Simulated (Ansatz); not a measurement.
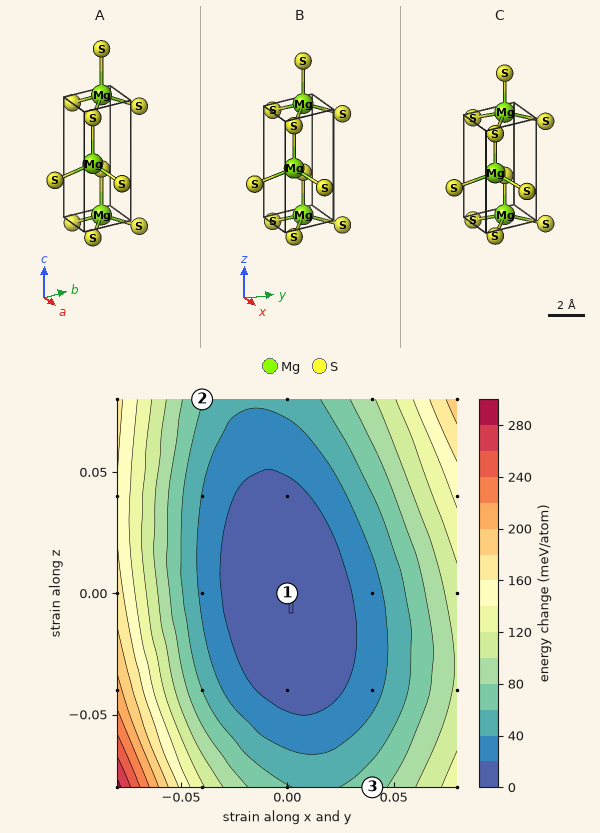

Energy scan for solid MgS (P6_3mc), in which the cell is strained equally along x and y and separately along z, with the atoms kept at their fractional coordinates. x, y and z are the Cartesian axes of the input. The map is interpolated between the computed points (dots). The frames are shuffled; each belongs to one numbered point. Style: ball-and-stick. Shown: the cell of the calculation, slightly off an axis.

Method: Ansatz, DFT PBEsol, scalar-relativistic, plane waves, PAW. Settings: plane-wave cutoff 420 eV; k-point mesh 6 × 6 × 4; occupations gaussian; smearing width 0.05 eV; no spin polarisation. Energies (free energies at the smearing named) are counted from the cell as listed in its source, which wasn't relaxed.

Which frame belongs to which numbered point?

Answer. Point 1 is frame B, at (0.000, 0.000) and 0.0 meV/atom; 2 is frame A, at (−0.040, 0.080) and 60.9 meV/atom; 3 is frame C, at (0.040, −0.080) and 71.8 meV/atom. In pairs of (strain along x and y; strain along z): the lowest computed point lies at (0.000, 0.000) (0.0 meV/atom), the highest at (−0.080, −0.080) (287.6 meV/atom). The valley is tilted: raising the in-plane strain is made harder by raising the strain along z (cross term 0.16 of the geometric mean of the two curvatures). Over the ranges scanned the energy rises more along the first axis, the in-plane strain. The pressure runs from −8.4 GPa at (0.080, 0.080) to 23.1 GPa at (−0.080, −0.080).
